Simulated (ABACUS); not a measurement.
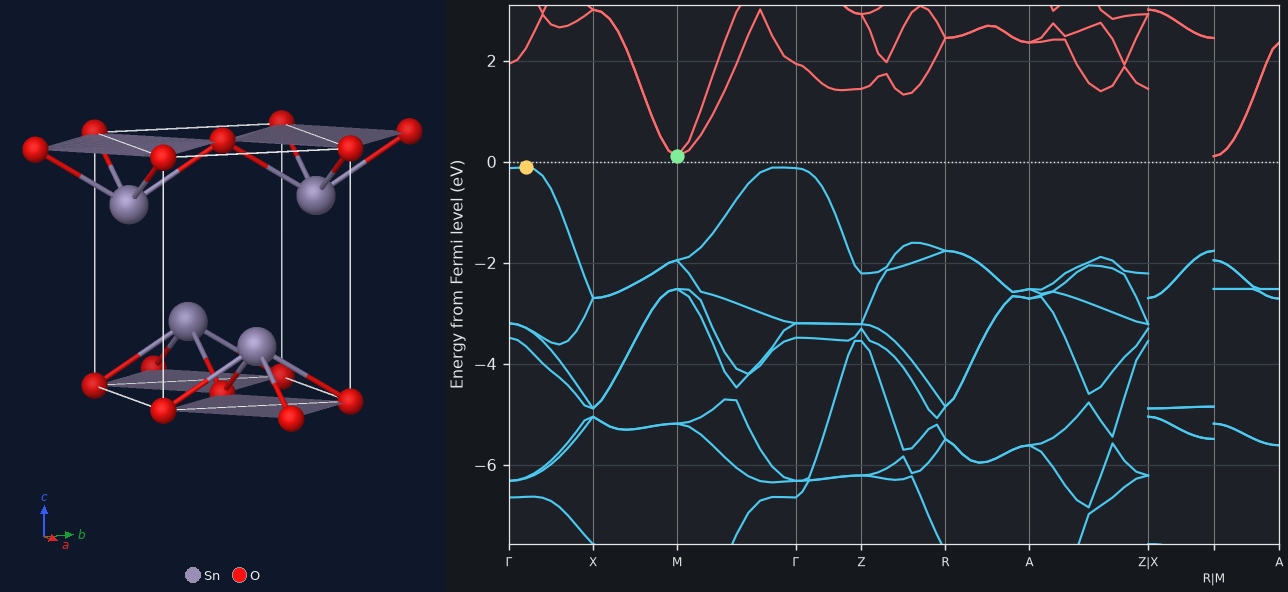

Band structure of SnO, space group P4/nmm (No. 129), 4 atoms in the cell (a = 3.814 Å, c = 4.887 Å (tetragonal axes)), beside the structure. ABACUS 3.10.1; LDA, GBRV ultrasoft 1.5 LDA, no spin polarisation, no spin-orbit coupling, 544 eV cutoff, Fermi-Dirac smearing of 0.05 eV. Energies are counted from the Fermi level.

The material is gapped. The gap along this path is 0.22 eV and indirect, from the valence-band top between Γ and X to the conduction-band bottom at M; the smallest direct gap is 1.98 eV, between Γ and Z. At Γ the top valence band lies only 0.01 eV lower. The top valence band spans 2.6 eV and the lowest conduction band 2.9 eV. The direct gaps are 2.06 eV at M, 2.06 eV at Γ and 4.21 eV at R.

The density is read from an earlier self-consistent run, whose mesh may be coarse. LDA, GGA and most meta-GGA functionals understate gaps. The usual form of SnO is litharge (tetragonal).
